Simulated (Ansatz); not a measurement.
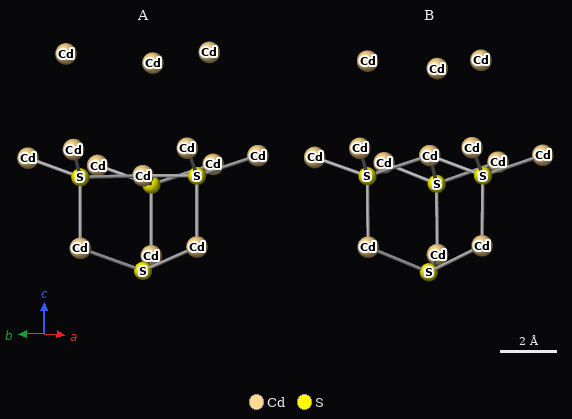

Two geometries of a defect cell of composition Cd48S47 (cell charge +2), drawn at one scale. One is the start of a relaxation, the other its converged end. A ball-and-stick model of the atoms within 4.2 Å of the atom that moves most (axes of the cell of the calculation (origin shifted)), seen from a free direction.

All numbers below come from DFT, PBEsol, PAW, plane waves in Ansatz 0.2.0. (plane-wave cutoff 420 eV; k-point mesh 1 × 1 × 1; mesh shifted by (0.25, 0.25, 0.25); no spin polarisation; atoms relaxed in a fixed cell; force threshold 0.03 eV/Å; at most 80 steps)

### Which geometry has the lower energy?

Structure A is the relaxed one. The atoms of the start lie slightly off their symmetric places, so part of the fall in energy undoes that. Over 5 geometry steps the energy falls by 1.942 eV per cell of the calculation. Largest force component: 1.2 eV/Å at the start, 0.018 eV/Å at the end. A Cd atom moves most: 0.72 Å along −c. Largest moves by element: Cd 0.72 Å, S 0.11 Å. The cell stays as it was. Some distances before and after: Cd–S 2.563 → 2.442 Å, Cd–S 2.524 → 2.441 Å, Cd–S 2.460 → 2.522 Å, Cd–S 2.511 → 2.543 Å. Bond angles that change, for instance: Cd–S–Cd 108.8° → 93.0°, Cd–S–Cd 108.2° → 93.0°, S–Cd–S 108.3° → 119.3°. Cost: 8.4 s on 1 × NVIDIA GB200 with 8 threads of Arm Neoverse-V2, peak memory 2.3 GiB.

Limits of the set-up: the cell is charged, on a uniform background, and energies carry no finite-size correction.
